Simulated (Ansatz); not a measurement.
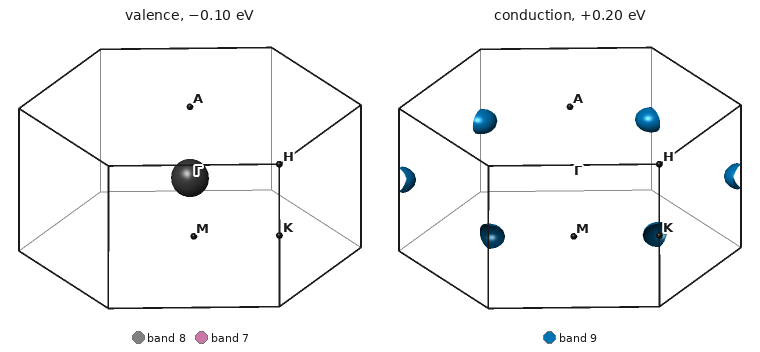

BN (space group P6_3mc, No. 186): constant-energy surfaces at both band edges (energies from each edge).

All numbers here come from DFT PBEsol, scalar-relativistic, plane waves, PAW; levels and slopes on a dense k mesh at the converged density in Ansatz. No spin polarisation. Mesh 36×36×16, interpolated with the band slopes. Cell and positions as given, without relaxation (residual pressure −6 GPa). The cell comes from a database of computed structures, not from a measurement.

Masses come from a second pass at points close to the extrema; at the energies drawn a band may no longer be parabolic.

Question: Is the gap direct or indirect, and how large does the calculation make it?

Answer: The gap is indirect, 4.99 eV at this level of theory (semilocal functionals give gaps that are too small, and can reorder valleys that lie close).

Question: Give the valleys and their effective masses.

Answer: Valence band (extrema up to 0.10 eV from the edge): one maximum at Γ, two bands meeting there, with masses of 0.35 and 1.35 mₑ along x, 0.35 and 1.35 mₑ along y and 1.28 mₑ along z. Band 8 forms the valence edge; band 7 meets it there.
Conduction band (extrema up to 0.20 eV from the edge): two equivalent minima at K, principal masses 0.30, 0.50 and 0.50 mₑ. Band 9 forms the conduction edge.

Where one band's surface lies inside another's, the outer one hides all or part of it.

Spin-orbit coupling, left out here, can split bands that meet at an edge and change their masses.
